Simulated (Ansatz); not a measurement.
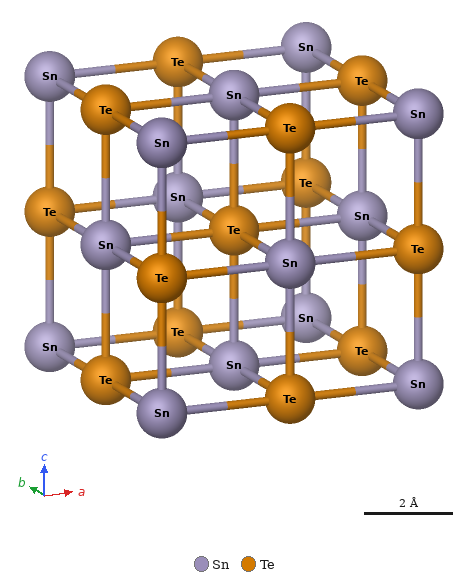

Normal modes of solid SnTe, at the zone centre. Style: ball-and-stick. Shown: the conventional cell (4 times the calculation's cell), slightly off an axis. Lengths and directions refer to the drawn axes.

Computed with DFT PBE, scalar-relativistic, plane waves, PAW in Ansatz.

The input:
```yaml
crystal:
  lattice:
    - [0.0, 3.2051637741, 3.2051637741]
    - [3.2051637741, 0.0, 3.2051637741]
    - [3.2051637741, 3.2051637741, 0.0]
  atoms:
    - { symbol: Sn, position: [0.0, 0.0, 0.0] }
    - { symbol: Te, position: [0.5, 0.5, 0.5] }
basis:
  ecutwfc: 420
kpoints:
  mp_grid: { grid: [10, 10, 10] }
hamiltonian:
  xc: pbe
scf:
  occupations: { method: gaussian, width: 0.01 }
output:
  eigenvalues: true
phonons:
  method: dfpt
  eigenvectors: true
```

Command:
```bash
ansatz run input.yaml --threads 1 --pin off --max-ram 3072MiB --backend cpu --events-out ev --progress --plain --runs-dir out
```

Frequencies are those without the non-analytic (LO–TO) term.

Q: List the optical modes.

A: The calculation's cell holds 2 atoms, so there are 3 optical modes, in 1 level. The optical modes span T₁u. One level is unstable (imaginary frequency).

```
level  symmetry  frequency (cm⁻¹)         activity
    1       T₁u               52i  infrared-active
```

The displacement patterns (one member of each degenerate set):

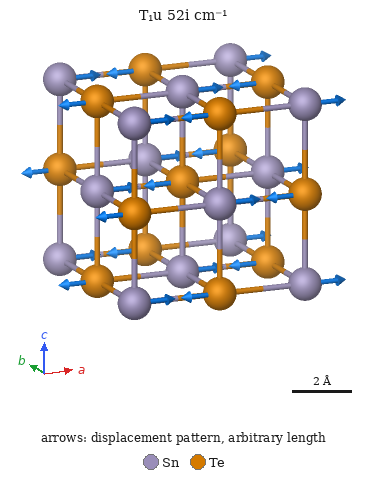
